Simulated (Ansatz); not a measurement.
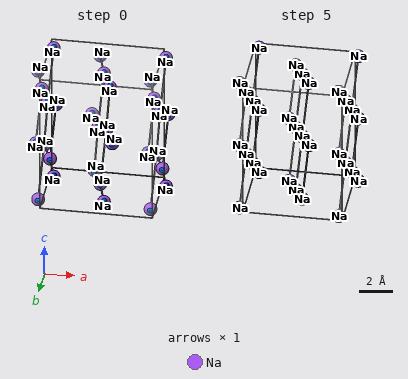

The structure of a crystal of Na (built on the iodine_64 type) (coarse preliminary run) before (left) and after (right) a relaxation, at one scale. The blue arrows give the displacements (the part carried along by the change of the cell is left out), at their true length.

Style: ball-and-stick. Shown: the conventional cell (2 times the calculation's cell), from a free direction. Lengths and directions refer to the drawn axes.

Case: iodine type (Cmce, No. 64).

These are results of Ansatz 0.2.0, DFT PBEsol, scalar-relativistic, plane waves, PAW, not measurements.

The input:
```yaml
crystal:
  lattice:
    - [3.5168155711, -2.3243460598, 0.0]
    - [3.5168155711, 2.3243460598, 0.0]
    - [0.0, 0.0, 9.4815868465]
  atoms:
    - { symbol: Na, position: [0.85, 0.15, 0.117] }
    - { symbol: Na, position: [0.65, 0.35, 0.617] }
    - { symbol: Na, position: [0.15, 0.85, 0.883] }
    - { symbol: Na, position: [0.35, 0.65, 0.383] }
basis:
  ecutwfc: 420
kpoints:
  mp_grid: { grid: [4, 4, 2] }
hamiltonian:
  xc: pbesol
scf:
  occupations: { method: gaussian, width: 0.1 }
  lower_state_search: "off"
output:
  forces: true
  stress: true
  eigenvalues: true
relax:
  adjacent_minimum: "off"
  f_tol: 0.04
  max_steps: 70
  cell: { stress_tol: 0.4 }
```

Summarise the run.

The largest moves relative to the cell, 0.51 Å, are those of Na1, Na2, Na3 and Na4. Na1 goes roughly along +b. The volume changes by −6.4 %, with a 7.034 → 6.210 Å (−11.7 %), b 4.649 → 5.081 Å (+9.3 %), c 9.482 → 9.194 Å (−3.0 %). Near-neighbour distances that change, for instance: Na1–Na3 2.621 → 3.420 Å, Na1–Na3 (another image) 3.938 → 3.430 Å. Among the angles between lasting bonds that change: Na3–Na1–Na4 105.2° → 84.4°, Na3–Na1–Na4 169.5° → 179.9°, Na4–Na1–Na4 85.3° → 95.7°. The space group (tolerance 0.01 Å) goes from Cmce (No. 64) to Fmmm (No. 69). Over 4 accepted moves (5 points after the start) the energy falls by 0.698 eV per cell of the calculation. The largest force component goes from 0.58 to 0.0031 eV/Å. Pressure: 0.25 GPa at the start and 0.06 GPa at the end. The SCF was repeated once at an unchanged geometry on a basis and grid sized afresh for the cell, which shifted the energy by 0.3 meV per cell of the calculation at most. The run took roughly 14 core-seconds on a shared host.

Limits of the set-up: the k-point mesh is coarse for a cell with partly filled bands.
